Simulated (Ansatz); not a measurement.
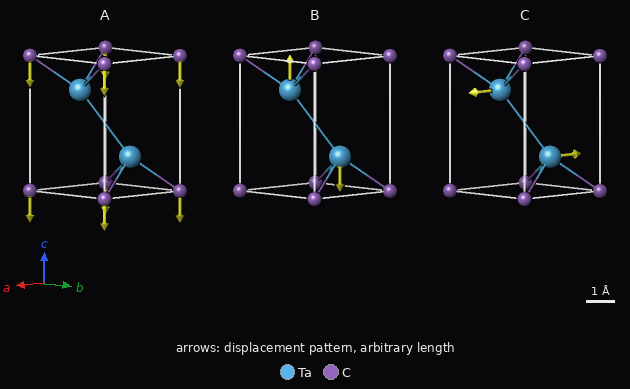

Three optical modes of crystalline Ta2C at the zone centre, in no order (one member of each degenerate set). Displacements are drawn as yellow arrows; their common scale and sign are arbitrary. Style: ball-and-stick. Shown: the cell of the calculation, from a free direction.

Theory: DFT PBEsol, scalar-relativistic, plane waves, PAW (Ansatz 0.2.0). Set-up: plane-wave cutoff 420 eV; k-point mesh 18 × 18 × 8; occupations fermi dirac; smearing width 0.15 eV; no spin polarisation.

The frequencies depend somewhat on the k-mesh and the smearing.

Order them from the lowest to the highest frequency (imaginary ones first).

C (129 cm⁻¹), B (217 cm⁻¹), A (647 cm⁻¹). C, E_g: The C atoms stay at rest; all motion is along a; atoms of one kind move against one another, with no net shift of their sublattice. B, A₁g: The C atoms stay at rest; all motion is along c; atoms of one kind move against one another, with no net shift of their sublattice. A, A₂u: The Ta atoms hardly move; the C sublattice moves as a whole against them, along c; the kinetic energy is shared as C 97 %, Ta 3 %. The crystal is metallic in this run.
